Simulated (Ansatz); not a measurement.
NiSi: molecular dynamics (part 1 of 4)

- system: NiSi (P1, 16 atoms in the cell)
- method: DFT PBE, scalar-relativistic, plane waves, PAW, PAW set soft_1, no spin polarisation (Ansatz 0.2.0)

The structure derives from an entry of the Crystallography Open Database. It belongs to a series of runs on one base structure; here: dynamics from the last frame of the run before. Figures and captions count atoms from 1; the log counts them from 0 in places.

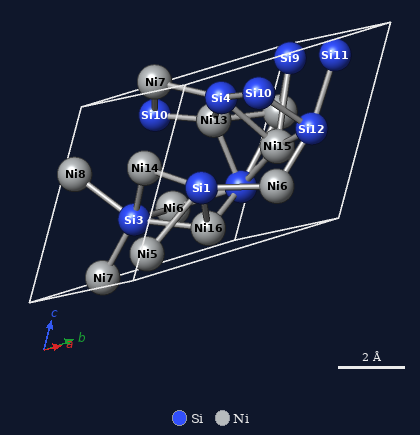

Fig. 1: The input geometry (ball-and-stick view of the cell of the calculation, set on other vectors, seen at an oblique angle; atoms are numbered from 1 in the order of the input).

### Summary

```json
{"quantity": "outcome", "value": "finished"}
{"quantity": "mean temperature over the second half", "value": "2163 K"}
{"quantity": "trajectory", "value": "300 steps, 900 fs"}
{"quantity": "ensemble", "value": "nvt_langevin"}
{"quantity": "temperature in the input", "value": "2100.0 K"}
{"quantity": "time step", "value": "3.0 fs"}
{"quantity": "space group of the start (tolerance 0.01 Å)", "value": "P1 (1)"}
{"quantity": "electrons treated", "value": "176"}
{"quantity": "potential energy (free energy of the electrons) (last step)", "value": "−51805.8882 eV"}
{"quantity": "Fermi energy (last step)", "value": "14.095 eV"}
{"quantity": "largest force (length of the vector) (last step)", "value": "3.495 eV/Å"}
{"quantity": "hardware", "value": "2 threads of Arm Neoverse V2, 24 GiB of memory available, shared host"}
{"quantity": "wall time", "value": "22 min (CPU time 43 min)"}
{"quantity": "peak memory", "value": "0.78 GiB"}
```

The input asks for low accuracy. The run has no spin polarisation, so a magnetic state may lie lower. The k-point mesh is coarse for a cell of this size, so the results may not be converged.

### The input
```yaml
accuracy: low
crystal:
  lattice:
    - [0.0, 4.641937, 4.641937]
    - [4.641937, 0.0, 4.641937]
    - [4.641937, 4.641937, 0.0]
  atoms:
    - { symbol: Si, position: [0.29049085, 0.42936777, 0.39424503] }
    - { symbol: Si, position: [0.82876748, 0.62303141, 0.29952612] }
    - { symbol: Si, position: [0.26098205, 1.09418791, 0.30220532] }
    - { symbol: Si, position: [0.43776501, 0.15742626, 0.84453493] }
    - { symbol: Ni, position: [0.08086743, -0.11431325, 0.12093943] }
    - { symbol: Ni, position: [0.64754365, 0.11127223, 0.27963266] }
    - { symbol: Ni, position: [0.21457105, 0.4893831, 0.02915405] }
    - { symbol: Ni, position: [0.01453169, 0.25785823, 0.64125578] }
    - { symbol: Si, position: [0.87968436, 0.88244514, 0.93373488] }
    - { symbol: Si, position: [0.42505034, 0.79270194, 0.82652254] }
    - { symbol: Si, position: [0.87993047, 0.46629471, 0.89913253] }
    - { symbol: Si, position: [0.80835972, 0.80480854, 0.53443726] }
    - { symbol: Ni, position: [0.62323301, 0.47859066, 0.71272721] }
    - { symbol: Ni, position: [0.14834669, 0.74589689, 0.58100884] }
    - { symbol: Ni, position: [0.82682353, 0.18247811, 0.47654012] }
    - { symbol: Ni, position: [0.53450563, 0.72908197, 0.14231075] }
basis:
  ecutwfc: 420.0
kpoints:
  mp_grid: { grid: [2, 2, 2] }
hamiltonian:
  xc: pbe
  pseudopotentials: { kind: paw, azcp: { folder: soft_1 } }
scf:
  occupations: { method: fermi_dirac, width: 0.3 }
  lower_state_search: "off"
md:
  timestep: 3.0
  n_steps: 300
  ensemble: nvt_langevin
  temperature: 2100.0
  initial_velocities: maxwell_boltzmann
  seed: 204432
  friction: 0.05
```

Launched with:
```bash
ansatz run input.yaml --threads 2 --pin off --max-ram 5120MiB --backend cpu --events-out ev --progress --plain --runs-dir out
```

### What the program printed
```
Warning: md: disabling space-group detection — thermal motion breaks the input geometry's symmetry, so no spatial operation reduces the k-mesh or symmetrises the density; time reversal is kept, so that k and −k are solved as one point where they differ and the mesh holds both, and exact exchange and, on two spinor components, a DFT+U term hold to it where the run has them: on two components no moment then forms, and a state that bears one, which a typed moment (crystal.atoms[].spin; refused beside efield: under a hybrid functional) reaches, can lie lower, under hf by electronvolts; crystal.symmetry.detect: false (a key that needs symmetry detection or time reversal refuses this as the deck is read) with time_reversal: false beside it drops time reversal too
band count auto-derived: 113 (N_el = 176.0; filled up to band 88; 106 by the electrons, moments and atoms)
Engine: ansatz 0.2.0, aarch64-unknown-linux-gnu
Pseudopotentials: kind: paw
Pseudopotential: Si, paw, valence charge 4, recommended cutoff 420 eV (normal), [file]
Pseudopotential: Ni, paw, valence charge 18, recommended cutoff 420 eV (normal), [file]
Functional definition: PBE
  parameter kappa = 0.804
  parameter beta = 0.06672455060314922
  exchange = pbe_x(kappa = kappa, mu = beta*pi^2/3)
  correlation = pbe_c(beta = beta)
Crystal: 16 atoms, lattice volume = 200.045 Å³
Basis set: ecut = 420 eV, 3839 PW (Γ), exchange–correlation on 90×90×90 points (8 copies of the dense FFT grid, shifted against one another)
Bands: 113, of which v1, the nominal top of the filled ones, is band 88 counted from 1 (87 counted from 0)
Symmetry: 1 space group operations
k-points: 8
Non-local potential: Si, projectors of the file, l = 0: 2, l = 1: 2, l = 2: 1
Non-local potential: Ni, projectors of the file, l = 0: 3, l = 1: 2, l = 2: 3, l = 3: 1
PAW form: soft (Blöchl's): semilocal exchange-correlation on the pseudo side does not see the compensation charge
PAW one-centre angular grid: Si, 110 points (default); XC on 64 Gauss nodes
PAW one-centre angular grid: Ni, 590 points (default); XC on 64 Gauss nodes
Initial density: superposition of atomic densities (chi_scale 0.1, normalization cell, long waves kept (reshape's long-wave potential 0.00 eV rms))
Initial wavefunctions: pseudopotential atomic-orbital guess
Functional: x = pbe(κ = 0.804, μ = 0.2195149727645171), c = pbe(β = 0.06672455060314922)
SCF iter   1: F=—  HF=-51811.056300 eV  |F-HF|=—  |Δ(HF+E_count)|=         —  Δρ=1.28e-1  dr2=3.56e1  ethr=3.10e-3  ⟨swp⟩=7.0  Hψ=3799  notcnv=0
preconditioner: auto → Kerker (q_TF=auto, 2.671 Å⁻¹)  [metal: Δε(μ)=0.074 eV  Ē_g=8.343 eV  σ=0.300 eV  W_gap=0.06  n_scr=58 (ndim 8)  ℏωp=27.8 eV  f_vac=0.000  D(μ)=5.52/eV (n_scr^D=26)]
SCF iter   2: F=—  HF=-51806.997667 eV  |F-HF|=—  |Δ(HF+E_count)|=    4.06e0  Δρ=4.17e-2  dr2=7.26e0  ethr=3.10e-3  ⟨swp⟩=2.0  Hψ=1546  notcnv=0
SCF iter   3: F=—  HF=-51805.411691 eV  |F-HF|=—  |Δ(HF+E_count)|=    1.59e0  Δρ=1.93e-2  dr2=1.53e0  ethr=3.10e-3  ⟨swp⟩=2.0  Hψ=1121  notcnv=0
SCF iter   4: F=—  HF=-51805.141917 eV  |F-HF|=—  |Δ(HF+E_count)|=   2.70e-1  Δρ=8.70e-3  dr2=1.21e-1  ethr=8.70e-4  ⟨swp⟩=2.0  Hψ=1249  notcnv=0
SCF iter   5: F=—  HF=-51805.135590 eV  |F-HF|=—  |Δ(HF+E_count)|=   6.33e-3  Δρ=3.71e-3  dr2=2.88e-2  ethr=6.90e-5  ⟨swp⟩=1.0  Hψ=989  notcnv=0
SCF iter   6: F=—  HF=-51805.133397 eV  |F-HF|=—  |Δ(HF+E_count)|=   2.19e-3  Δρ=9.87e-4  dr2=2.64e-3  ethr=1.63e-5  ⟨swp⟩=1.0  Hψ=904  notcnv=0
SCF iter   7: F=—  HF=-51805.133005 eV  |F-HF|=—  |Δ(HF+E_count)|=   3.92e-4  Δρ=4.88e-4  dr2=4.22e-4  ethr=1.50e-6  ⟨swp⟩=2.0  Hψ=1323  notcnv=0
SCF iter   8: F=—  HF=-51805.132986 eV  |F-HF|=—  |Δ(HF+E_count)|=   1.88e-5  Δρ=1.46e-4  dr2=5.27e-5  ethr=2.40e-7  ⟨swp⟩=2.4  Hψ=1625  notcnv=0
SCF iter   9: F=—  HF=-51805.132970 eV  |F-HF|=—  |Δ(HF+E_count)|=   1.65e-5  Δρ=4.58e-5  dr2=3.69e-6  ethr=2.99e-8  ⟨swp⟩=2.0  Hψ=1371  notcnv=0
SCF iter  10: F=—  HF=-51805.133035 eV  |F-HF|=—  |Δ(HF+E_count)|=   6.50e-5  Δρ=1.04e-5  dr2=2.16e-7  ethr=2.10e-9  ⟨swp⟩=2.0  Hψ=1664  notcnv=0
SCF iter  11: F=—  HF=-51805.133035 eV  |F-HF|=—  |Δ(HF+E_count)|=   3.04e-8  Δρ=7.12e-6  dr2=8.92e-8  ethr=1.23e-10  ⟨swp⟩=2.0  Hψ=1612  notcnv=0
SCF iter  12: F=-51805.133035 eV  HF=-51805.133035 eV  |F-HF|=9.12e-9  |Δ(HF+E_count)|=   7.23e-9  Δρ=2.26e-6  dr2=8.93e-9  ethr=9.09e-12  ⟨swp⟩=2.1  Hψ=3312  notcnv=0
SCF 1 converged in 12 iterations: F = -51805.133035 eV  dr2 = 8.93e-9
  greatest PAW one-centre occupation: 1.001 electrons in one spin orbital (limit 2), on the Ni atom at site 5 (counted from 0), in its partial waves of l = 1
md step     0: t =     0.00 fs  T =  1968.7 K  F+E_penalty+E_count = -51805.13303475 eV  E_kin = 4.071690 eV  (12 SCF iters)
Initial density: handed on by an earlier stage of this run
Initial wavefunctions: those handed on with the density
iter 1 solved again at ethr=5.66e-5 eV; its pass at ethr=3.10e-3 eV (dr2=9.97e-2 eV) is discarded
SCF iter   1: F=—  HF=-51805.413407 eV  |F-HF|=—  |Δ(HF+E_count)|=         —  Δρ=5.90e-3  dr2=1.00e-1  ethr=5.66e-5  ⟨swp⟩=1.0  Hψ=4768  notcnv=0
preconditioner: auto → Kerker (q_TF=auto, 2.671 Å⁻¹)  [metal: Δε(μ)=0.016 eV  Ē_g=7.703 eV  σ=0.300 eV  W_gap=0.01  n_scr=58 (ndim 8)  ℏωp=27.8 eV  f_vac=0.000  D(μ)=8.01/eV (n_scr^D=58)]
SCF iter   2: F=—  HF=-51805.400430 eV  |F-HF|=—  |Δ(HF+E_count)|=   1.30e-2  Δρ=3.16e-3  dr2=3.85e-2  ethr=5.66e-5  ⟨swp⟩=1.0  Hψ=904  notcnv=0
SCF iter   3: F=—  HF=-51805.391900 eV  |F-HF|=—  |Δ(HF+E_count)|=   8.53e-3  Δρ=5.88e-4  dr2=1.21e-3  ethr=2.19e-5  ⟨swp⟩=2.5  Hψ=1338  notcnv=0
SCF iter   4: F=—  HF=-51805.391784 eV  |F-HF|=—  |Δ(HF+E_count)|=   1.16e-4  Δρ=3.40e-4  dr2=2.09e-4  ethr=6.86e-7  ⟨swp⟩=2.2  Hψ=1466  notcnv=0
SCF iter   5: F=—  HF=-51805.391659 eV  |F-HF|=—  |Δ(HF+E_count)|=   1.24e-4  Δρ=6.83e-5  dr2=1.15e-5  ethr=1.19e-7  ⟨swp⟩=1.0  Hψ=904  notcnv=0
SCF iter   6: F=—  HF=-51805.391786 eV  |F-HF|=—  |Δ(HF+E_count)|=   1.26e-4  Δρ=2.46e-5  dr2=1.86e-6  ethr=6.54e-9  ⟨swp⟩=2.5  Hψ=1633  notcnv=0
SCF iter   7: F=—  HF=-51805.391786 eV  |F-HF|=—  |Δ(HF+E_count)|=   3.09e-7  Δρ=1.31e-5  dr2=3.00e-7  ethr=1.06e-9  ⟨swp⟩=2.0  Hψ=1196  notcnv=0
SCF iter   8: F=—  HF=-51805.391785 eV  |F-HF|=—  |Δ(HF+E_count)|=   3.14e-8  Δρ=4.98e-6  dr2=3.99e-8  ethr=1.71e-10  ⟨swp⟩=2.0  Hψ=1215  notcnv=0
SCF iter   9: F=-51805.391785 eV  HF=-51805.391785 eV  |F-HF|=9.82e-9  |Δ(HF+E_count)|=   5.02e-9  Δρ=2.44e-6  dr2=1.04e-8  ethr=9.09e-12  ⟨swp⟩=4.0  Hψ=3115  notcnv=0
SCF 2 converged in 9 iterations: F = -51805.391785 eV  dr2 = 1.04e-8
md step     1: t =     3.00 fs  T =  2237.0 K  F+E_penalty+E_count = -51805.39178547 eV  E_kin = 4.626521 eV  (9 SCF iters)
[... from here on the SCF iterations and repeated set-up lines of each step are left out, up to the last step ...]
md step     2: t =     6.00 fs  T =  2628.3 K  F+E_penalty+E_count = -51805.65840585 eV  E_kin = 5.435737 eV  (9 SCF iters)
md step     3: t =     9.00 fs  T =  2522.2 K  F+E_penalty+E_count = -51805.75693082 eV  E_kin = 5.216313 eV  (9 SCF iters)
md step     4: t =    12.00 fs  T =  2770.9 K  F+E_penalty+E_count = -51805.76343619 eV  E_kin = 5.730756 eV  (9 SCF iters)
md step     5: t =    15.00 fs  T =  2490.7 K  F+E_penalty+E_count = -51805.74583125 eV  E_kin = 5.151206 eV  (8 SCF iters)
md step     6: t =    18.00 fs  T =  2960.5 K  F+E_penalty+E_count = -51805.68386040 eV  E_kin = 6.122854 eV  (8 SCF iters)
md step     7: t =    21.00 fs  T =  2482.4 K  F+E_penalty+E_count = -51805.51717595 eV  E_kin = 5.134050 eV  (8 SCF iters)
md step     8: t =    24.00 fs  T =  2119.4 K  F+E_penalty+E_count = -51805.40022317 eV  E_kin = 4.383296 eV  (9 SCF iters)
md step     9: t =    27.00 fs  T =  2590.1 K  F+E_penalty+E_count = -51805.46224826 eV  E_kin = 5.356792 eV  (9 SCF iters)
md step    10: t =    30.00 fs  T =  2932.5 K  F+E_penalty+E_count = -51805.55103032 eV  E_kin = 6.064811 eV  (9 SCF iters)
md step    11: t =    33.00 fs  T =  2661.2 K  F+E_penalty+E_count = -51805.65675596 eV  E_kin = 5.503831 eV  (8 SCF iters)
md step    12: t =    36.00 fs  T =  2457.2 K  F+E_penalty+E_count = -51805.71432044 eV  E_kin = 5.081831 eV  (8 SCF iters)
md step    13: t =    39.00 fs  T =  2369.9 K  F+E_penalty+E_count = -51805.64493327 eV  E_kin = 4.901417 eV  (8 SCF iters)
md step    14: t =    42.00 fs  T =  1903.1 K  F+E_penalty+E_count = -51805.43124471 eV  E_kin = 3.935944 eV  (8 SCF iters)
md step    15: t =    45.00 fs  T =  1865.0 K  F+E_penalty+E_count = -51805.21395332 eV  E_kin = 3.857109 eV  (8 SCF iters)
md step    16: t =    48.00 fs  T =  1648.1 K  F+E_penalty+E_count = -51805.03799331 eV  E_kin = 3.408531 eV  (8 SCF iters)
md step    17: t =    51.00 fs  T =  1470.0 K  F+E_penalty+E_count = -51804.93099789 eV  E_kin = 3.040152 eV  (9 SCF iters)
md step    18: t =    54.00 fs  T =  1597.7 K  F+E_penalty+E_count = -51804.87350036 eV  E_kin = 3.304319 eV  (8 SCF iters)
md step    19: t =    57.00 fs  T =  1389.9 K  F+E_penalty+E_count = -51804.77799096 eV  E_kin = 2.874584 eV  (9 SCF iters)
md step    20: t =    60.00 fs  T =  1894.0 K  F+E_penalty+E_count = -51804.81014633 eV  E_kin = 3.917116 eV  (9 SCF iters)
md step    21: t =    63.00 fs  T =  1910.9 K  F+E_penalty+E_count = -51804.87685588 eV  E_kin = 3.952130 eV  (8 SCF iters)
md step    22: t =    66.00 fs  T =  2017.7 K  F+E_penalty+E_count = -51804.91148477 eV  E_kin = 4.172949 eV  (9 SCF iters)
md step    23: t =    69.00 fs  T =  1624.2 K  F+E_penalty+E_count = -51805.01298095 eV  E_kin = 3.359122 eV  (8 SCF iters)
md step    24: t =    72.00 fs  T =  1441.5 K  F+E_penalty+E_count = -51805.12395207 eV  E_kin = 2.981251 eV  (8 SCF iters)
md step    25: t =    75.00 fs  T =  1482.2 K  F+E_penalty+E_count = -51805.20023355 eV  E_kin = 3.065394 eV  (9 SCF iters)
md step    26: t =    78.00 fs  T =  1240.8 K  F+E_penalty+E_count = -51805.24609426 eV  E_kin = 2.566267 eV  (8 SCF iters)
md step    27: t =    81.00 fs  T =  1736.1 K  F+E_penalty+E_count = -51805.28289223 eV  E_kin = 3.590556 eV  (8 SCF iters)
md step    28: t =    84.00 fs  T =  1669.7 K  F+E_penalty+E_count = -51805.45103508 eV  E_kin = 3.453118 eV  (9 SCF iters)
md step    29: t =    87.00 fs  T =  1953.7 K  F+E_penalty+E_count = -51805.64554365 eV  E_kin = 4.040607 eV  (9 SCF iters)
md step    30: t =    90.00 fs  T =  1446.1 K  F+E_penalty+E_count = -51805.71989266 eV  E_kin = 2.990704 eV  (9 SCF iters)
md step    31: t =    93.00 fs  T =  1323.0 K  F+E_penalty+E_count = -51805.74154186 eV  E_kin = 2.736142 eV  (8 SCF iters)
md step    32: t =    96.00 fs  T =  1536.5 K  F+E_penalty+E_count = -51805.65500068 eV  E_kin = 3.177692 eV  (8 SCF iters)
md step    33: t =    99.00 fs  T =  1665.1 K  F+E_penalty+E_count = -51805.48882958 eV  E_kin = 3.443756 eV  (8 SCF iters)
md step    34: t =   102.00 fs  T =  1552.5 K  F+E_penalty+E_count = -51805.38629841 eV  E_kin = 3.210876 eV  (9 SCF iters)
md step    35: t =   105.00 fs  T =  1690.8 K  F+E_penalty+E_count = -51805.46222715 eV  E_kin = 3.496770 eV  (9 SCF iters)
md step    36: t =   108.00 fs  T =  2375.2 K  F+E_penalty+E_count = -51805.81212291 eV  E_kin = 4.912253 eV  (8 SCF iters)
md step    37: t =   111.00 fs  T =  2509.6 K  F+E_penalty+E_count = -51806.25311593 eV  E_kin = 5.190317 eV  (8 SCF iters)
md step    38: t =   114.00 fs  T =  2487.4 K  F+E_penalty+E_count = -51806.53292827 eV  E_kin = 5.144366 eV  (8 SCF iters)
md step    39: t =   117.00 fs  T =  2020.0 K  F+E_penalty+E_count = -51806.52744569 eV  E_kin = 4.177765 eV  (8 SCF iters)
md step    40: t =   120.00 fs  T =  1869.5 K  F+E_penalty+E_count = -51806.34637664 eV  E_kin = 3.866472 eV  (9 SCF iters)
md step    41: t =   123.00 fs  T =  2204.7 K  F+E_penalty+E_count = -51806.28907776 eV  E_kin = 4.559757 eV  (8 SCF iters)
md step    42: t =   126.00 fs  T =  1927.0 K  F+E_penalty+E_count = -51806.44646970 eV  E_kin = 3.985320 eV  (8 SCF iters)
md step    43: t =   129.00 fs  T =  1468.7 K  F+E_penalty+E_count = -51806.68814807 eV  E_kin = 3.037418 eV  (7 SCF iters)
md step    44: t =   132.00 fs  T =  1265.9 K  F+E_penalty+E_count = -51806.85266830 eV  E_kin = 2.618093 eV  (8 SCF iters)
md step    45: t =   135.00 fs  T =  1664.7 K  F+E_penalty+E_count = -51807.01194614 eV  E_kin = 3.442790 eV  (8 SCF iters)
md step    46: t =   138.00 fs  T =  1399.0 K  F+E_penalty+E_count = -51807.20201941 eV  E_kin = 2.893268 eV  (8 SCF iters)
md step    47: t =   141.00 fs  T =  1467.2 K  F+E_penalty+E_count = -51807.32222592 eV  E_kin = 3.034374 eV  (8 SCF iters)
md step    48: t =   144.00 fs  T =  1968.8 K  F+E_penalty+E_count = -51807.33813721 eV  E_kin = 4.071838 eV  (8 SCF iters)
md step    49: t =   147.00 fs  T =  2000.9 K  F+E_penalty+E_count = -51807.20444527 eV  E_kin = 4.138236 eV  (8 SCF iters)
md step    50: t =   150.00 fs  T =  2500.6 K  F+E_penalty+E_count = -51806.89725368 eV  E_kin = 5.171655 eV  (9 SCF iters)
md step    51: t =   153.00 fs  T =  2706.2 K  F+E_penalty+E_count = -51806.56326800 eV  E_kin = 5.596843 eV  (8 SCF iters)
md step    52: t =   156.00 fs  T =  2670.6 K  F+E_penalty+E_count = -51806.35586924 eV  E_kin = 5.523290 eV  (8 SCF iters)
md step    53: t =   159.00 fs  T =  2854.0 K  F+E_penalty+E_count = -51806.28805626 eV  E_kin = 5.902440 eV  (8 SCF iters)
md step    54: t =   162.00 fs  T =  2549.9 K  F+E_penalty+E_count = -51806.14136227 eV  E_kin = 5.273654 eV  (8 SCF iters)
md step    55: t =   165.00 fs  T =  2550.8 K  F+E_penalty+E_count = -51805.84305097 eV  E_kin = 5.275553 eV  (9 SCF iters)
md step    56: t =   168.00 fs  T =  2274.2 K  F+E_penalty+E_count = -51805.52080373 eV  E_kin = 4.703417 eV  (8 SCF iters)
```
